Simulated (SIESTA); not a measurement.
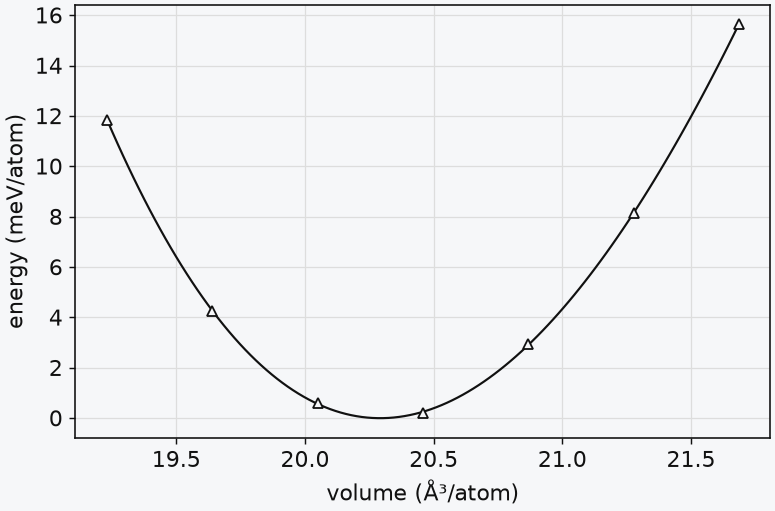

The figure shows the energy against volume for AgCl, space group Fm-3m (No. 225).

The given structure:
```xyz
2
Lattice="0.0000 2.7350 2.7350 2.7350 0.0000 2.7350 2.7350 2.7350 0.0000" Properties=species:S:1:pos:R:3 pbc="T T T"
Ag    0.0000    0.0000    0.0000
Cl    2.7350    2.7350    2.7350
```

Method: DFT in numerical atomic orbitals with pseudopotentials, no spin polarisation; energies at scaled volumes of the given cell, shape and fractions fixed, counted from the fit's minimum, third-order Birch-Murnaghan fit (SIESTA 5.4.2). Level: PBEsol.

```
         setting                                                                     value
          k mesh                                                                     8×8×8
     occupations                                                               Fermi–Dirac
  smearing width                                                                   0.05 eV
      potentials  PseudoDojo 0.4 standard, converted to PSML, two zetas on semicore shells
program settings                                             basis DZP, mesh cutoff 800 Ry
```

This calculation gives: equilibrium volume 20.29 Å³/atom and bulk modulus 60.7 GPa.

Now the level changes from PBEsol to LDA. Predict the effect.

The equilibrium volume falls from 20.29 to 19.35 Å³/atom (−4.6 %) and the bulk modulus rises from 60.7 to 72.7 GPa (+20 %).

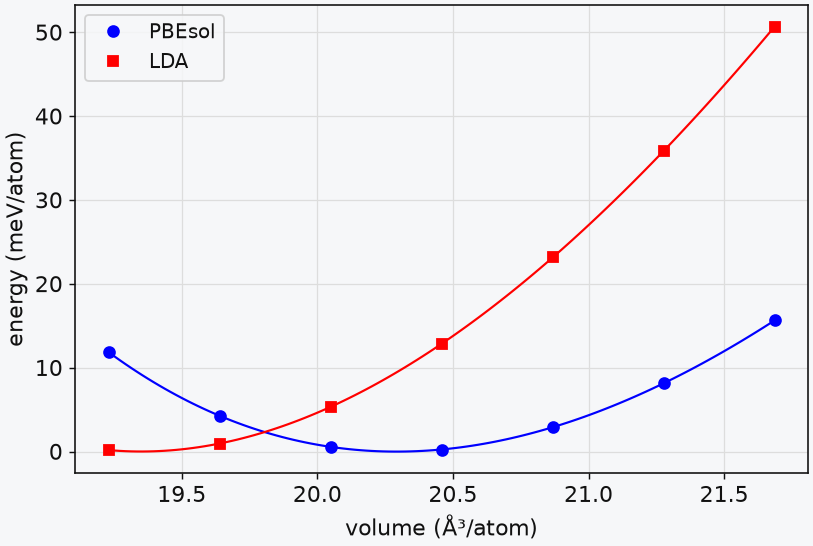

The two results together.

For both, limits of the calculation: mulliken charges of long orbitals; short basis over semicore shells.

V0 and the bulk modulus come from third-order Birch–Murnaghan fits.
